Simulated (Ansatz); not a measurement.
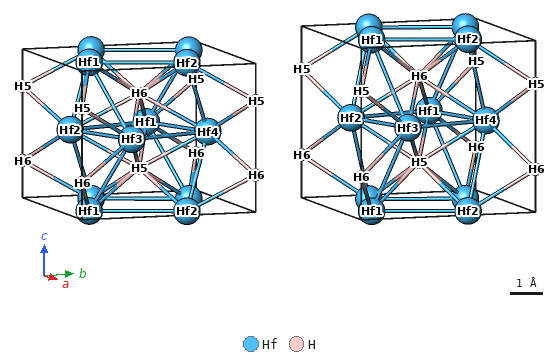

Two geometries of a crystal of Hf₂H (a generated structure, set up in I4/mcm) (coarse preliminary run), drawn at one scale. One is the start of a relaxation, the other its converged end. A ball-and-stick model of the conventional cell (2 times the calculation's cell), seen slightly off an axis. Lengths and directions refer to the drawn axes.

Level of theory: DFT PBE, scalar-relativistic, plane waves, PAW in Ansatz. Settings: plane-wave cutoff 420 eV; k-point mesh 6 × 6 × 6; occupations gaussian; smearing width 0.1 eV; no spin polarisation; cell and atoms relaxed; force threshold 0.04 eV/Å; at most 70 steps.

Which of the two is the end point?

The right one is the relaxed one. After 9 accepted moves (11 points after the start) the energy has fallen by 177 meV per atom. Largest force component: 0.31 eV/Å at the start, 0.0024 eV/Å at the end. The pressure goes from 22.95 to 0.05 GPa. The SCF was repeated twice at an unchanged geometry on a basis and grid sized afresh for the cell, which shifted the energy by 2.7 meV per atom at most. The largest moves relative to the cell, 0.11 Å, are those of Hf1, Hf2, Hf3 and Hf4. Hf1 goes along [1 1 0]. H stays in place. The drawn cell changes as follows: a = b 5.847 → 5.871 Å (+0.4 %), c 4.773 → 5.512 Å (+15.5 %); the volume changes by +16.4 %. Near-neighbour distances that change, for instance: Hf1–Hf2 3.025 → 3.418 Å, Hf1–Hf3 2.630 → 2.858 Å, Hf1–Hf3 (another image) 2.821 → 3.044 Å, Hf1–H5 2.503 → 2.574 Å. The space group stays I4/mcm (No. 140). Cost: 2.4 min on 1 thread of Arm Neoverse V1, with other jobs on the host, peak memory 0.45 GiB.
